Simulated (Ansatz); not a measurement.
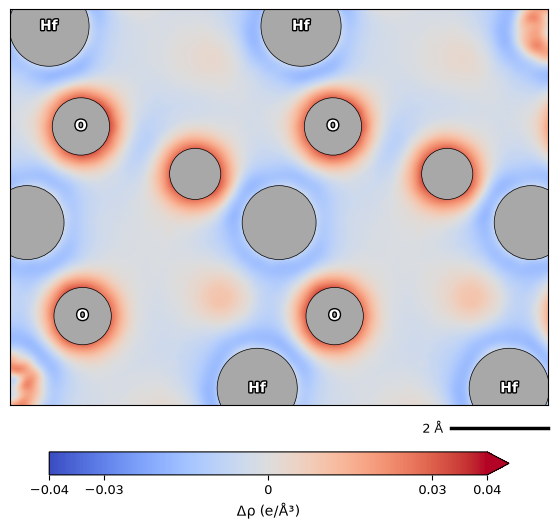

HfO$_{2}$. Difference of the valence pseudo-densities of two functionals at the same geometry, on the (011) plane of the calculation cell: r2SCAN less PBEsol.

Space group P2₁/c.

Both computed with Ansatz (plane waves, PAW), on the same k-point mesh. Grey discs cover the atomic cores.

**What does the difference map show?**

Against PBEsol, r2SCAN gives less density around Hf (−0.011 e/Å³ on average at 1.2 Å from the nucleus), more density around O (+0.018 e/Å³ on average at 0.7 Å from the nucleus) and a change of −0.013 e/Å³ at the midpoint of Hf–O.
